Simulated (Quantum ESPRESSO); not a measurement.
**BP (F-43m): third-order response**

Aim: Raman and infrared lines of BP (F-43m).

Program: Quantum ESPRESSO 8.0 development, patched. Level of theory: DFT LDA, scalar-relativistic, plane waves, PseudoDojo norm-conserving pseudopotentials. Results are calculated unless marked as measured.

**Measured values to reproduce.**

For BP, zinc blende (metal-flux-grown single crystal, 100 K), “Thermal expansion coefficients of high thermal conducting BAs and BP materials” (2019, arxiv:1906.04101) gives, by single-crystal XRD (Mo K-alpha): lattice constant a (cubic a at 100 K) 4.5383 ± 0.0008 Å.

For BP, zinc blende (synthetic BP; powder or crystal not specified, 300 K), “Boron phosphide under pressure: in situ study by Raman scattering and X-ray diffraction” (2015, arxiv:1505.05714) gives, by Raman scattering, 514.5 nm, backscattering: Raman mode (TO at Gamma (T2), ambient spectrum) 794 cm⁻¹ [very weak band; the pressure fit in the same paper quotes about 797 cm-1].

### 1. The structure

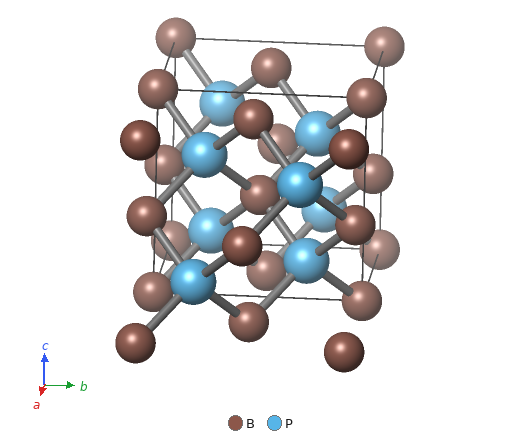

Start, viewed slightly off an axis; boron brown, phosphorus blue. 2×1×1 cells are drawn. This picture shows the conventional cell, with its axes. Bonds to atoms that aren't drawn are left out. Some periodic images of atoms are drawn too.

### 2. A probe with smearing

A cheap run with smearing and empty bands tells whether the crystal has a gap, which decides between fixed occupations and smearing later on.

Contents of probe.in:

```
&CONTROL
  calculation = 'scf'
  prefix      = 'x'
  outdir      = './tmp'
  pseudo_dir  = './pseudo'
  tprnfor     = .true.
  tstress     = .true.
  verbosity   = 'high'
/
&SYSTEM
  ibrav       = 2
  celldm(1)   = 8.57557715
  nat         = 2
  ntyp        = 2
  ecutwfc     = 76.0
  occupations = 'smearing'
  smearing    = 'gaussian'
  degauss     = 0.01
/
&ELECTRONS
  conv_thr         = 1.0d-07
  mixing_beta      = 0.7
  electron_maxstep = 100
/
ATOMIC_SPECIES
 B      10.8100  B.upf
 P      30.9738  P.upf
ATOMIC_POSITIONS crystal
 B      0.000000000   0.000000000   0.000000000
 P      0.250000000   0.250000000   0.250000000
K_POINTS automatic
 6 6 6 0 0 0
```

Command:

```
OMP_NUM_THREADS=1 mpirun -n 4 pw.x -nk 4 -in probe.in > probe.out
```

The log of the run:

```text
[banners, grids, parts of the stress and lines that vanish by symmetry left out]
Program PWSCF v.8.0dev
     bravais-lattice index     =            2
     lattice parameter (alat)  =       8.5756  a.u.
[...]
kinetic-energy cutoff     =      76.0000  Ry
     charge density cutoff     =     304.0000  Ry
     scf convergence threshold =      1.0E-07
[...]
Exchange-correlation= SLA-PW-NOGX-NOGC
                           (   1   4   0   0   0   0   0)
[...]
24 Sym. Ops. (no inversion) found
[...]
(     0          1          0      )
                  (     0          0          1      )
[...]
(  0.0000000  1.0000000  0.0000000 )
                  (  0.0000000  0.0000000  1.0000000 )
[...]
(     1          0         -1      )
                  (     0          0         -1      )
[...]
(  0.0000000  1.0000000  0.0000000 )
[...]
(    -1          0          1      )
                  (    -1          0          0      )
[...]
(  0.0000000  0.0000000  1.0000000 )
                  (  0.0000000 -1.0000000  0.0000000 )
[...]
number of k points=    16  Gaussian smearing, width (Ry)=  0.0100
[...]
End of self-consistent calculation
[...]
the Fermi energy is     9.6465 ev
!    total energy              =     -19.88979683 Ry
[...]
convergence has been achieved in   6 iterations
[...]
atom    1 type  1   force =    -0.00000000    0.00000000   -0.00000000
     atom    2 type  2   force =     0.00000000    0.00000000   -0.00000000
[...]
Total force =     0.000000     Total SCF correction =     0.000000
[...]
total   stress  (Ry/bohr**3)                   (kbar)     P=      -54.66
[...]
XML data file, charge density, pseudopotentials, collected wavefunctions

   JOB DONE.
```

The job ended after 5 s (4 MPI ranks of AMD EPYC (Zen 3), shared host).

Read from the output:

| Item | Value |
| --- | --- |
| volume per atom | 11.68 Å³ |
| pressure | -5.466 GPa |
| gap on the k-mesh | 1.315 eV |

A gap of 1.3 eV opens on this mesh, so the crystal is taken as an insulator; the start stands at -5.5 GPa.

### 3. Relaxation

The relaxation runs at a cutoff a fifth above that of the response, since stress converges more slowly with the basis than frequencies do. Forces and stress are brought to rest with tight thresholds.

Contents of relax.in:

```
&CONTROL
  calculation   = 'vc-relax'
  prefix        = 'x'
  outdir        = './tmp'
  pseudo_dir    = './pseudo'
  tprnfor       = .true.
  tstress       = .true.
  forc_conv_thr = 2.0d-05
  etot_conv_thr = 1.0d-07
  nstep         = 40
/
&SYSTEM
  ibrav       = 2
  celldm(1)   = 8.57557715
  nat         = 2
  ntyp        = 2
  ecutwfc     = 91
  occupations = 'fixed'
  nbnd        = 6
/
&ELECTRONS
  conv_thr         = 1.0d-11
  mixing_beta      = 0.7
  electron_maxstep = 100
/
&IONS
/
&CELL
  press_conv_thr = 0.2
/
ATOMIC_SPECIES
 B      10.8100  B.upf
 P      30.9738  P.upf
ATOMIC_POSITIONS crystal
 B      0.000000000   0.000000000   0.000000000
 P      0.250000000   0.250000000   0.250000000
K_POINTS automatic
 10 10 10 0 0 0
```

Command:

```
OMP_NUM_THREADS=1 mpirun -n 4 pw.x -nk 4 -in relax.in > relax.out
```

The log of the run:

```text
[banners, grids, parts of the stress and lines that vanish by symmetry left out]
[banner, memory and clock lines left out]
Program PWSCF v.8.0dev

[...]
kinetic-energy cutoff     =      91.0000  Ry
     charge density cutoff     =     364.0000  Ry
     scf convergence threshold =      1.0E-11
[...]
energy convergence thresh.=      1.0E-07
     force convergence thresh. =      2.0E-05
     press convergence thresh. =      2.0E-01
     Exchange-correlation= SLA-PW-NOGX-NOGC
                           (   1   4   0   0   0   0   0)
[...]
24 Sym. Ops. (no inversion) found
[...]
number of k points=    47
[...]
End of self-consistent calculation
[...]
highest occupied, lowest unoccupied level (ev):     9.0221   10.2231
!    total energy              =     -19.89111650 Ry
[...]
convergence has been achieved in   8 iterations
[...]
atom    1 type  1   force =     0.00000000    0.00000000    0.00000000
     atom    2 type  2   force =     0.00000000    0.00000000    0.00000000
     Total force =     0.000000     Total SCF correction =     0.000000
[...]
total   stress  (Ry/bohr**3)                   (kbar)     P=      -55.52
[...]
number of bfgs steps    =   0
[...]
CELL_PARAMETERS (alat=  8.57557715)
[...]
ATOMIC_POSITIONS (crystal)
B                0.0000000000        0.0000000000        0.0000000000
P                0.2500000000        0.2500000000        0.2500000000
[...]
New effective cutoffs (rho, wfc):  369.84   92.72
[...]
End of self-consistent calculation
[...]
highest occupied, lowest unoccupied level (ev):     9.4090   10.5783
!    total energy              =     -19.89210706 Ry
[...]
convergence has been achieved in   7 iterations
[...]
atom    1 type  1   force =    -0.00000000    0.00000000   -0.00000000
     atom    2 type  2   force =     0.00000000    0.00000000    0.00000000
     Total force =     0.000000     Total SCF correction =     0.000000
[...]
total   stress  (Ry/bohr**3)                   (kbar)     P=       -9.36
[...]
number of bfgs steps    =   1
[...]
CELL_PARAMETERS (alat=  8.57557715)
[...]
ATOMIC_POSITIONS (crystal)
B               -0.0000000000       -0.0000000000        0.0000000000
P                0.2500000000        0.2500000000        0.2500000000
[...]
New effective cutoffs (rho, wfc):  371.24   93.07
[...]
End of self-consistent calculation
[...]
highest occupied, lowest unoccupied level (ev):     9.4870   10.6499
!    total energy              =     -19.89213340 Ry
[...]
convergence has been achieved in   9 iterations
[...]
atom    1 type  1   force =     0.00000000   -0.00000000    0.00000000
     atom    2 type  2   force =     0.00000000    0.00000000   -0.00000000
     Total force =     0.000000     Total SCF correction =     0.000000
[...]
total   stress  (Ry/bohr**3)                   (kbar)     P=        0.45
[...]
number of bfgs steps    =   2
[...]
CELL_PARAMETERS (alat=  8.57557715)
[...]
ATOMIC_POSITIONS (crystal)
B                0.0000000000       -0.0000000000       -0.0000000000
P                0.2500000000        0.2500000000        0.2500000000
[...]
New effective cutoffs (rho, wfc):  371.17   93.06
[...]
End of self-consistent calculation
[...]
highest occupied, lowest unoccupied level (ev):     9.4834   10.6466
!    total energy              =     -19.89213346 Ry
[...]
convergence has been achieved in   6 iterations
[...]
atom    1 type  1   force =     0.00000000    0.00000000   -0.00000000
     atom    2 type  2   force =     0.00000000    0.00000000   -0.00000000
     Total force =     0.000000     Total SCF correction =     0.000000
[...]
total   stress  (Ry/bohr**3)                   (kbar)     P=       -0.00
[...]
bfgs converged in   4 scf cycles and   3 bfgs steps
[...]
End of BFGS Geometry Optimization
     Final enthalpy           =     -19.8921334575 Ry
     File ./tmp/x.bfgs deleted, as requested
[...]
CELL_PARAMETERS (alat=  8.57557715)
[...]
ATOMIC_POSITIONS (crystal)
B                0.0000000000       -0.0000000000       -0.0000000000
P                0.2500000000        0.2500000000        0.2500000000
[...]
Final scf calculation at the relaxed structure.
[...]
kinetic-energy cutoff     =      91.0000  Ry
     charge density cutoff     =     364.0000  Ry
     scf convergence threshold =      1.0E-13
[...]
press convergence thresh. =      2.0E-01
     Exchange-correlation= SLA-PW-NOGX-NOGC
                           (   1   4   0   0   0   0   0)
[...]
24 Sym. Ops. (no inversion) found
[...]
number of k points=    47
[...]
End of self-consistent calculation
[...]
highest occupied, lowest unoccupied level (ev):     9.4834   10.6466
!    total energy              =     -19.89213128 Ry
[...]
convergence has been achieved in  11 iterations
[...]
atom    1 type  1   force =     0.00000000    0.00000000   -0.00000000
     atom    2 type  2   force =     0.00000000    0.00000000   -0.00000000
     Total force =     0.000000     Total SCF correction =     0.000000
[...]
total   stress  (Ry/bohr**3)                   (kbar)     P=       -0.01
[...]
XML data file, charge density, pseudopotentials, collected wavefunctions
```

The job ended after 42 s (4 MPI ranks).

The steps of the relaxation:

| step | energy less that of the first step (eV) | largest force (eV/Å) | pressure (GPa) | volume (Å³) |
| --- | --- | --- | --- | --- |
| 1 | 0.0000 | 0.0000 | -5.55 | 23.36 |
| 2 | -0.0135 | 0.0000 | -0.94 | 22.71 |
| 3 | -0.0138 | 0.0000 | 0.04 | 22.58 |
| 4 | -0.0138 | 0.0000 | 0.00 | 22.59 |
| 5 | -0.0138 | 0.0000 | 0.00 | 22.59 |

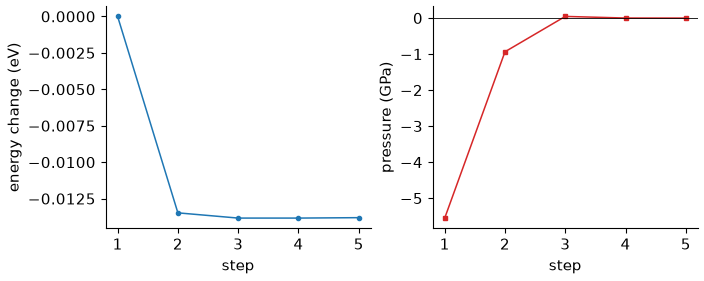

Energy and pressure along the relaxation.

| conventional cell, symmetrised | before | after | change |
| --- | --- | --- | --- |
| a (Å) | 4.538 | 4.487 | -1.1 % |
| b (Å) | 4.538 | 4.487 | -1.1 % |
| c (Å) | 4.538 | 4.487 | -1.1 % |
| volume (Å³/atom) | 11.68 | 11.29 | -3.3 % |

Final coordinates:

```xyz
2
Lattice="-2.2435 0.0000 2.2435 0.0000 2.2435 2.2435 -2.2435 2.2435 0.0000" Properties=species:S:1:pos:R:3 pbc="T T T"
B     0.0000    0.0000    0.0000
P    -1.1218    1.1218    1.1218
```

The last row of the table of steps is pw.x's closing run on a basis chosen anew for the final cell, so its energy can jump.

Numbers from this step:

```
volume per atom   : 11.29 Å³
pressure          : -0.001 GPa
gap on the k-mesh : 1.163 eV
```

The volume changes by -3.3 % from the cell with which this run began.

### 4. Ground state

Perturbation theory inherits every error of the wavefunctions, so the threshold is set near the limit of the arithmetic. With a gap, occupations are fixed, which also allows the response to an electric field.

Contents of scf.in:

```
&CONTROL
  calculation = 'scf'
  prefix      = 'x'
  outdir      = './tmp'
  pseudo_dir  = './pseudo'
  tprnfor     = .true.
  tstress     = .true.
/
&SYSTEM
  ibrav       = 2
  celldm(1)   = 8.47937681
  nat         = 2
  ntyp        = 2
  ecutwfc     = 76.0
  occupations = 'fixed'
  nbnd        = 6
/
&ELECTRONS
  conv_thr         = 1.0d-12
  mixing_beta      = 0.7
  electron_maxstep = 100
/
ATOMIC_SPECIES
 B      10.8100  B.upf
 P      30.9738  P.upf
ATOMIC_POSITIONS crystal
 B      0.000000000   0.000000000   0.000000000
 P      0.250000000   0.250000000   0.250000000
K_POINTS automatic
 12 12 12 0 0 0
```

Command:

```
OMP_NUM_THREADS=1 mpirun -n 4 pw.x -nk 4 -in scf.in > scf.out
```

The log of the run:

```text
[banners, grids, parts of the stress and lines that vanish by symmetry left out]
[banner, memory and clock lines left out]
Program PWSCF v.8.0dev

[...]
kinetic-energy cutoff     =      76.0000  Ry
     charge density cutoff     =     304.0000  Ry
     scf convergence threshold =      1.0E-12
[...]
Exchange-correlation= SLA-PW-NOGX-NOGC
                           (   1   4   0   0   0   0   0)
[...]
24 Sym. Ops. (no inversion) found
[...]
number of k points=    72
[...]
c_bands:  1 eigenvalues not converged
     c_bands: 2 eigenvalues not converged on the other pools
[...]
c_bands: 2 eigenvalues not converged on the other pools
[...]
End of self-consistent calculation
[...]
highest occupied, lowest unoccupied level (ev):     9.4834   10.6406
!    total energy              =     -19.89209623 Ry
[...]
convergence has been achieved in  10 iterations
[...]
atom    1 type  1   force =     0.00000000    0.00000000    0.00000000
     atom    2 type  2   force =     0.00000000    0.00000000    0.00000000
     Total force =     0.000000     Total SCF correction =     0.000000
[...]
total   stress  (Ry/bohr**3)                   (kbar)     P=       -0.46
[...]
XML data file, charge density, pseudopotentials, collected wavefunctions
```

Run time: 13 s. Hardware: 4 MPI ranks.

This step gave:

```yaml
pressure: -0.04600 GPa
gap_on_the_k_mesh: 1.157 eV
```

The cell stands at -0.046 GPa, close enough for phonons.

[end of part 1 of 3]

[Host names and launcher messages were left out of these logs when they were recorded.]

[Logs are printed without paths, hosts, clocks, repeated set-up lines and the standing remarks that a program may print on its own settings, such as how far it seeks lower states.]

[Hosts, paths, dates, database ids (printed as entryN), source tags and the programs' standing remarks are cut or masked in the printed files.]
